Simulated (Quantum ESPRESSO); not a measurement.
# Geometry relaxation of MgB2 (part 2 of 2)

Continued. System: MgB2 (P6/mmm, 3 atoms in the cell). Method: Kohn-Sham DFT of a periodic cell, PBEsol, GBRV 1.5 PBEsol, no spin polarisation (Quantum ESPRESSO 7.5); cutoff 612.26 eV, 10×10×8 k-mesh, fermi-dirac of 0.05 eV. The structure derives from an entry of the Crystallography Open Database.

Geometry of the input (Å; fractional positions):
```
3.0850  0.0000  0.0000
-1.5425  2.6717  0.0000
0.0000  0.0000  3.5230
Mg 0.0000  0.0000  0.0000
B  0.6667  0.3333  0.5000
B  0.3333  0.6667  0.5000
```

### Log, continued
```
   -65.8514 -32.8300 -32.8196 -32.8035  -2.5991   5.7551   6.7240   8.2153
    12.4281  14.6738  15.9469  17.8682  18.8877  22.2486

          k = 0.0000 0.2309 0.2189 (   994 PWs)   bands (ev):

   -65.8513 -32.8298 -32.8193 -32.8061  -2.2351   4.1704   6.9164   8.3298
    14.1912  14.8641  15.5612  18.0025  19.7339  20.6666

          k = 0.0000 0.2309 0.3284 (   992 PWs)   bands (ev):

   -65.8512 -32.8295 -32.8191 -32.8087  -1.7574   2.8608   7.1345   8.4510
    13.6566  15.1849  17.9062  18.1519  19.6139  20.1932

          k = 0.0000 0.2309-0.4378 (   996 PWs)   bands (ev):

   -65.8511 -32.8294 -32.8190 -32.8098  -1.4966   2.3133   7.2345   8.5034
    13.3469  15.3404  18.2215  19.2435  19.2549  20.1863

          k = 0.0000 0.3464 0.0000 (  1007 PWs)   bands (ev):

   -65.8503 -32.8424 -32.8227 -32.8006  -1.8749   4.5714   7.4482   7.5207
    11.9277  14.0520  14.8149  17.9109  20.1303  22.3263

          k = 0.0000 0.3464 0.1095 (   998 PWs)   bands (ev):

   -65.8503 -32.8423 -32.8225 -32.8017  -1.7502   4.6563   6.6046   7.4910
    12.8650  13.9000  14.5256  18.8150  20.1550  21.5774

          k = 0.0000 0.3464 0.2189 (   996 PWs)   bands (ev):

   -65.8502 -32.8420 -32.8223 -32.8042  -1.4045   4.8418   5.1074   7.5980
    12.3334  14.3095  16.0723  19.7468  19.8255  20.5139

          k = 0.0000 0.3464 0.3284 (  1001 PWs)   bands (ev):

   -65.8501 -32.8418 -32.8221 -32.8067  -0.9577   3.7850   5.1667   7.7111
    11.3571  14.7770  18.3951  18.8073  19.4753  20.5734

          k = 0.0000 0.3464-0.4378 (  1006 PWs)   bands (ev):

   -65.8501 -32.8417 -32.8220 -32.8078  -0.7191   3.2665   5.2904   7.7600
    10.9774  14.9981  18.4599  18.5593  20.5769  20.6304

          k = 0.0000 0.4619 0.0000 (  1000 PWs)   bands (ev):

   -65.8495 -32.8524 -32.8251 -32.7991  -0.7071   2.6093   6.9755   8.5346
    12.6104  12.9901  13.9407  16.7984  21.6896  22.1896

          k = 0.0000 0.4619 0.1095 (   991 PWs)   bands (ev):

   -65.8494 -32.8522 -32.8250 -32.8001  -0.5902   2.7076   7.0165   7.6703
    11.8079  13.4241  14.7756  17.8022  20.8783  21.1950

          k = 0.0000 0.4619 0.2189 (   996 PWs)   bands (ev):

   -65.8494 -32.8519 -32.8247 -32.8026  -0.2683   2.9711   6.1973   7.1191
    10.3841  13.9757  16.9590  19.0807  19.3352  20.9050

          k = 0.0000 0.4619 0.3284 (  1011 PWs)   bands (ev):

   -65.8493 -32.8517 -32.8245 -32.8051   0.1406   3.2876   4.9898   7.2272
     9.2786  14.4820  18.2607  18.3290  19.8352  22.5026

          k = 0.0000 0.4619-0.4378 (   998 PWs)   bands (ev):

   -65.8492 -32.8515 -32.8244 -32.8061   0.3540   3.4440   4.4959   7.2739
     8.8537  14.7458  17.9150  17.9796  21.4500  23.1555

          k = 0.0000-0.5774 0.0000 (  1000 PWs)   bands (ev):

   -65.8492 -32.8562 -32.8260 -32.7986   0.4831   1.1461   6.8129   9.1932
    12.0434  12.8051  14.2549  16.0389  21.4861  22.5507

          k = 0.0000-0.5774 0.1095 (   998 PWs)   bands (ev):

   -65.8491 -32.8561 -32.8259 -32.7996   0.5902   1.2555   6.8533   8.4028
    10.8439  13.3421  15.3580  17.0289  20.7482  21.0067

          k = 0.0000-0.5774 0.2189 (  1008 PWs)   bands (ev):

   -65.8490 -32.8557 -32.8257 -32.8020   0.8860   1.5486   6.9544   7.0131
     9.2813  13.8549  17.6729  18.4881  19.1757  20.6352

          k = 0.0000-0.5774 0.3284 (  1006 PWs)   bands (ev):

   -65.8489 -32.8554 -32.8254 -32.8045   1.2634   1.8993   5.8654   7.0609
     8.1006  14.3766  18.1031  18.1676  20.2846  22.4247

          k = 0.0000-0.5774-0.4378 (  1000 PWs)   bands (ev):

   -65.8489 -32.8553 -32.8253 -32.8055   1.4609   2.0696   5.3996   7.1068
     7.6463  14.6561  17.6895  17.8185  21.9845  24.6113

          k = 0.1000 0.1732 0.0000 (  1003 PWs)   bands (ev):

   -65.8517 -32.8268 -32.8192 -32.8029  -2.9022   6.5457   7.3733   8.1024
    11.0853  15.3605  16.2577  17.2652  18.4853  23.6444

          k = 0.1000 0.1732 0.1095 (   994 PWs)   bands (ev):

   -65.8516 -32.8266 -32.8191 -32.8040  -2.7705   5.5868   7.4423   8.1634
    12.3289  15.4583  15.9703  16.9246  19.0144  21.6667

          k = 0.1000 0.1732 0.2189 (   996 PWs)   bands (ev):

   -65.8515 -32.8264 -32.8189 -32.8066  -2.4027   3.9909   7.6213   8.2962
    14.6768  15.1101  15.8349  16.8930  19.6790  20.0703

          k = 0.1000 0.1732 0.3284 (   993 PWs)   bands (ev):

   -65.8515 -32.8262 -32.8187 -32.8092  -1.9184   2.6714   7.8221   8.4340
    14.3472  15.7226  17.0207  17.7416  19.0501  20.1082

          k = 0.1000 0.1732-0.4378 (   992 PWs)   bands (ev):

   -65.8514 -32.8261 -32.8186 -32.8103  -1.6528   2.1180   7.9134   8.4935
    14.0530  15.8859  17.0879  18.4659  19.5309  20.2579

          k = 0.1000 0.2887 0.0000 (  1004 PWs)   bands (ev):

   -65.8507 -32.8372 -32.8226 -32.8012  -2.2151   5.6126   7.1071   7.2046
    11.7465  15.0721  15.5945  17.1909  19.5149  21.6113

          k = 0.1000 0.2887 0.1095 (   998 PWs)   bands (ev):

   -65.8507 -32.8371 -32.8225 -32.8023  -2.0882   5.6871   6.2696   7.1770
    12.9346  14.5430  15.3982  17.6833  19.9375  20.2510

          k = 0.1000 0.2887 0.2189 (   994 PWs)   bands (ev):

   -65.8506 -32.8368 -32.8222 -32.8048  -1.7353   4.7008   5.9123   7.3129
    13.2639  15.0373  15.9890  18.0963  18.7332  20.9026

          k = 0.1000 0.2887 0.3284 (   992 PWs)   bands (ev):

   -65.8505 -32.8366 -32.8220 -32.8074  -1.2765   3.4216   6.1537   7.4600
    12.3198  15.7104  17.2672  18.3458  18.7277  21.4999

          k = 0.1000 0.2887-0.4378 (  1000 PWs)   bands (ev):

   -65.8505 -32.8365 -32.8219 -32.8085  -1.0295   2.8910   6.2671   7.5247
    11.9594  15.9272  16.9379  18.5519  20.0947  22.0053

          k = 0.1000 0.4041 0.0000 (  1000 PWs)   bands (ev):

   -65.8497 -32.8476 -32.8260 -32.7996  -1.2027   3.6493   6.4408   8.1403
    12.6282  13.7575  14.5840  17.2721  20.5321  20.7846

          k = 0.1000 0.4041 0.1095 (   996 PWs)   bands (ev):

   -65.8497 -32.8475 -32.8259 -32.8006  -1.0826   3.7408   6.4898   7.2573
    12.6678  13.8148  14.9855  18.0477  19.4726  20.9223

          k = 0.1000 0.4041 0.2189 (  1002 PWs)   bands (ev):

   -65.8496 -32.8473 -32.8256 -32.8031  -0.7507   3.9839   5.7327   6.6513
    11.3035  14.9054  16.4610  17.7476  19.8628  21.2282

          k = 0.1000 0.4041 0.3284 (  1004 PWs)   bands (ev):

   -65.8495 -32.8470 -32.8254 -32.8056  -0.3264   4.2604   4.5192   6.7983
    10.2401  15.3599  16.4190  19.3154  20.5408  21.1050

          k = 0.1000 0.4041-0.4378 (  1002 PWs)   bands (ev):

   -65.8495 -32.8468 -32.8253 -32.8066  -0.1030   3.9962   4.4197   6.8655
     9.8331  15.6813  15.9197  20.5669  20.6703  21.2716

          k = 0.1000 0.5196 0.0000 (  1002 PWs)   bands (ev):

   -65.8492 -32.8541 -32.8281 -32.7985   0.0883   1.8389   6.1044   9.1268
    12.2568  13.4586  14.3455  16.4156  20.0258  21.8411

          k = 0.1000 0.5196 0.1095 (  1005 PWs)   bands (ev):

   -65.8491 -32.8540 -32.8280 -32.7996   0.1997   1.9419   6.1594   8.3043
    11.1687  14.1471  15.2712  17.1889  19.0682  22.3367

          k = 0.1000 0.5196 0.2189 (  1002 PWs)   bands (ev):

   -65.8490 -32.8536 -32.8278 -32.8020   0.5056   2.2190   6.2977   6.8830
     9.6504  14.6842  16.8994  17.6626  19.7140  21.9766

          k = 0.1000 0.5196 0.3284 (  1001 PWs)   bands (ev):

   -65.8489 -32.8533 -32.8275 -32.8045   0.8916   2.5536   5.7072   6.4602
     8.4957  15.0927  16.0343  20.1221  20.6573  22.3178

          k = 0.1000 0.5196-0.4378 (  1002 PWs)   bands (ev):

   -65.8489 -32.8532 -32.8274 -32.8055   1.0910   2.7182   5.2348   6.5301
     8.0488  15.4222  15.5163  20.3959  21.9334  22.7704

          k = 0.2000 0.3464 0.0000 (   994 PWs)   bands (ev):

   -65.8498 -32.8445 -32.8276 -32.7997  -1.3700   4.5183   5.5846   8.0036
    12.6015  14.1381  16.3235  16.4615  19.8417  19.9167

          k = 0.2000 0.3464 0.1095 (   999 PWs)   bands (ev):

   -65.8498 -32.8444 -32.8275 -32.8008  -1.2487   4.6056   5.6445   7.1134
    13.1923  13.7807  16.4575  17.1137  18.6596  20.3230

          k = 0.2000 0.3464 0.2189 (  1001 PWs)   bands (ev):

   -65.8497 -32.8442 -32.8273 -32.8033  -0.9135   4.8387   5.5053   5.9067
    11.8161  15.9978  16.1164  17.8427  17.9803  21.4472

          k = 0.2000 0.3464 0.3284 (   999 PWs)   bands (ev):

   -65.8496 -32.8439 -32.8270 -32.8058  -0.4837   4.3259   5.1154   6.0300
    10.7795  15.3483  17.1106  18.4536  19.3267  22.5009

          k = 0.2000 0.3464-0.4378 (  1002 PWs)   bands (ev):

   -65.8496 -32.8437 -32.8270 -32.8068  -0.2569   3.8226   5.2484   6.1078
    10.3853  15.0123  17.2612  18.6150  20.8565  24.1968

          k = 0.2000 0.4619 0.0000 (   986 PWs)   bands (ev):

   -65.8491 -32.8496 -32.8325 -32.7985  -0.2196   2.9603   4.7745   9.0307
    12.6258  13.6394  15.6086  17.1014  18.7922  20.5846

          k = 0.2000 0.4619 0.1095 (   988 PWs)   bands (ev):

   -65.8491 -32.8495 -32.8324 -32.7996  -0.1059   3.0556   4.8476   8.1719
    11.6934  14.7789  16.1593  16.9854  18.4080  20.8645

          k = 0.2000 0.4619 0.2189 (   999 PWs)   bands (ev):

   -65.8490 -32.8492 -32.8322 -32.8020   0.2064   3.3119   5.0360   6.7126
    10.2653  15.2489  16.7095  17.7605  19.3381  21.4501

          k = 0.2000 0.4619 0.3284 (  1005 PWs)   bands (ev):

   -65.8489 -32.8489 -32.8319 -32.8045   0.6005   3.6206   5.2368   5.5348
     9.1664  14.2388  17.3686  19.7990  20.3877  22.4174

          k = 0.2000 0.4619-0.4378 (  1008 PWs)   bands (ev):

   -65.8489 -32.8488 -32.8318 -32.8055   0.8042   3.7723   5.0278   5.3597
     8.7418  13.8598  17.5205  20.2848  21.7128  22.7796

          k = 0.2000 0.5774 0.0000 (   982 PWs)   bands (ev):

   -65.8489 -32.8514 -32.8345 -32.7981   0.9390   1.5926   4.5599   9.7674
    11.7070  14.5699  14.8749  16.9986  18.4535  20.7517

          k = 0.2000 0.5774 0.1095 (   992 PWs)   bands (ev):

   -65.8488 -32.8513 -32.8344 -32.7991   1.0442   1.6972   4.6354   8.9573
    10.7416  15.6804  15.7224  16.4483  18.3705  21.8546

          k = 0.2000 0.5774 0.2189 (  1000 PWs)   bands (ev):

   -65.8488 -32.8510 -32.8342 -32.8016   1.3336   1.9778   4.8317   7.5582
     9.2522  14.9195  16.8811  17.9579  19.6491  22.8407

          k = 0.2000 0.5774 0.3284 (   999 PWs)   bands (ev):

   -65.8487 -32.8507 -32.8339 -32.8040   1.6999   2.3141   5.0558   6.4166
     8.0985  13.8751  17.3212  20.4455  21.5128  22.8767

          k = 0.2000 0.5774-0.4378 (  1002 PWs)   bands (ev):

   -65.8486 -32.8506 -32.8338 -32.8050   1.8896   2.4777   5.1612   5.9575
     7.6479  13.4881  17.4706  22.2722  22.3454  22.4812

          k = 0.3000 0.5196 0.0000 (   984 PWs)   bands (ev):

   -65.8488 -32.8475 -32.8399 -32.7979   1.0086   2.2991   3.4200  10.1013
    11.4607  14.6325  15.4324  17.8439  17.8564  20.8485

          k = 0.3000 0.5196 0.1095 (   985 PWs)   bands (ev):

   -65.8487 -32.8474 -32.8398 -32.7989   1.1145   2.3980   3.5056   9.2621
    10.5948  15.7195  16.0208  16.5164  19.0768  20.9736

          k = 0.3000 0.5196 0.2189 (  1006 PWs)   bands (ev):

   -65.8487 -32.8471 -32.8396 -32.8014   1.4039   2.6673   3.7271   7.8408
     9.1811  14.2853  17.9358  18.4452  19.6442  21.4151

          k = 0.3000 0.5196 0.3284 (  1006 PWs)   bands (ev):

   -65.8486 -32.8468 -32.8393 -32.8038   1.7654   3.0000   3.9758   6.6927
     8.0659  13.1124  19.4507  19.8486  20.8216  22.3755

          k = 0.3000 0.5196-0.4378 (  1006 PWs)   bands (ev):

   -65.8485 -32.8467 -32.8392 -32.8048   1.9497   3.1672   4.0900   6.2332
     7.6284  12.6876  19.6772  20.2463  22.3501  22.4977

     the Fermi energy is     9.0187 ev

!    total energy              =    -137.86081004 Ry
     estimated scf accuracy    <          1.7E-11 Ry
     smearing contrib. (-TS)   =      -0.00046650 Ry
     internal energy E=F+TS    =    -137.86034354 Ry

     The total energy is F=E-TS. E is the sum of the following terms:
     one-electron contribution =     -88.74190997 Ry
     hartree contribution      =      47.32692909 Ry
     xc contribution           =     -22.58943864 Ry
     ewald contribution        =     -73.85592402 Ry

     convergence has been achieved in   9 iterations

     Forces acting on atoms (cartesian axes, Ry/au):

     atom    1 type  1   force =     0.00000000    0.00000000    0.00000000
     atom    2 type  2   force =    -0.00000000    0.00000000    0.00000000
     atom    3 type  2   force =     0.00000000   -0.00000000    0.00000000

     Total force =     0.000000     Total SCF correction =     0.000000

     Computing stress (Cartesian axis) and pressure

          total   stress  (Ry/bohr**3)                   (kbar)     P=      -29.73
  -0.00019627   0.00000000   0.00000000          -28.87        0.00        0.00
  -0.00000000  -0.00019627   0.00000000           -0.00      -28.87        0.00
   0.00000000  -0.00000000  -0.00021384            0.00       -0.00      -31.46

     BFGS Geometry Optimization
     Energy error            =      1.5E-52 Ry
     Gradient error          =      7.5E-27 Ry/Bohr

     bfgs converged in   1 scf cycles and   0 bfgs steps
     (criteria: energy <  1.0E-05 Ry, force <  4.0E-04 Ry/Bohr)

     End of BFGS Geometry Optimization

     Final energy             =    -137.8608100388 Ry
Begin final coordinates

ATOMIC_POSITIONS (crystal)
Mg               0.0000000000        0.0000000000        0.0000000000
B                0.6666666667        0.3333333333        0.5000000000
B                0.3333333333        0.6666666667        0.5000000000
End final coordinates

=------------------------------------------------------------------------------=
   JOB DONE.
=------------------------------------------------------------------------------=
```

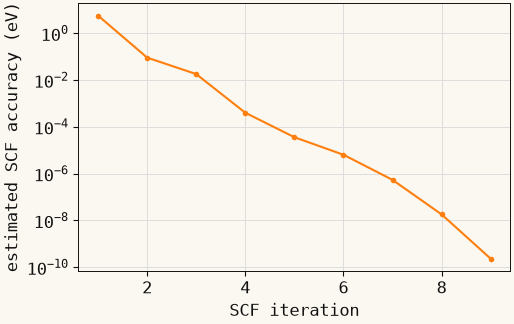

Convergence of the self-consistent field: estimated SCF accuracy against the iteration. The field takes 9 iterations in all.

### Summary

| quantity | value |
| --- | --- |
| outcome | converged |
| space group (tolerance 0.01 Å) | P6/mmm (191) |
| electrons treated | 16 |
| free energy | −1875.6919 eV |
| Fermi energy | 9.019 eV |
| gap on the k-point mesh | none (metallic) |
| pressure | −2.97 GPa |
| final volume | 29.04 Å³ |
| largest force (length of the vector) | under 0.001 eV/Å |
| wall time | 8.8 s (CPU time 17 s) |
| peak memory | 0.22 GiB |
